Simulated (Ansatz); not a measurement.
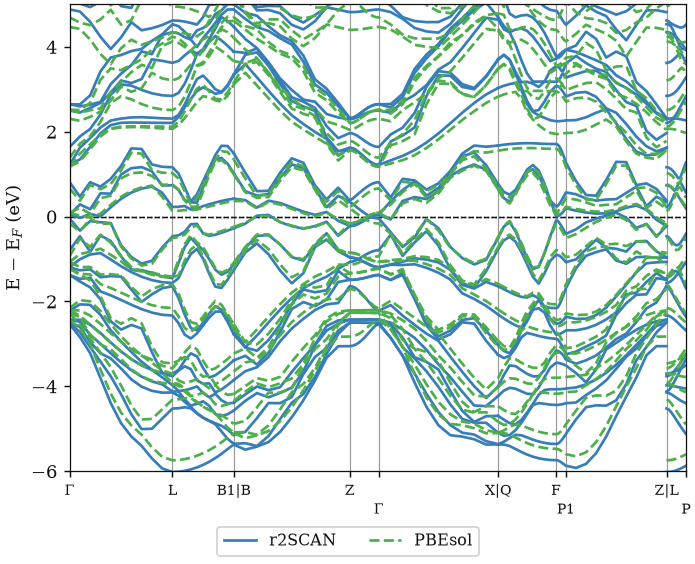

Band structures of GeSb₂Te₄, space group R-3m, 7 atoms in the primitive cell (a = 4.319 Å, c = 39.684 Å (hexagonal axes)), by two methods on the same cell. Each is counted from its own Fermi level.

Question: How do the methods compare?

Answer: Both give a metal. Levels within 1 eV of the Fermi level in either run differ by 0.07 eV on average and by 0.16 eV at most (between Z and Γ). Filled levels 1 to 5 eV under it lie 0.17 eV deeper on average in r2SCAN than in PBEsol.

Settings. r2SCAN: Ansatz PAW, no spin polarisation, no spin-orbit coupling, 7×7×7 k mesh, 500 eV cutoff, Fermi-Dirac smearing of 0.05 eV (Ansatz). PBEsol: Ansatz PAW, no spin polarisation, no spin-orbit coupling, 7×7×7 k mesh, 420 eV cutoff, Fermi-Dirac smearing of 0.05 eV (Ansatz).

In reduced coordinates of the cell that was run, L is (0.5, 0, 0), B1 is (0.5, 0.173, −0.173), B is (0.827, 0.5, 0.173), Z is (0.5, 0.5, 0.5), X is (0.336, 0, −0.336), Q is (0.664, 0.336, 0), F is (0.5, 0.5, 0), P1 is (0.664, 0.664, 0.173) and P is (0.827, 0.336, 0.336). Spin-orbit coupling is left out, which matters for Te and Sb. The bands overlap only a little at an even electron count, and semilocal functionals can close small gaps, so the real material need not be a metal. The PAW data sets were made with another functional. The cell is a database's computed one.
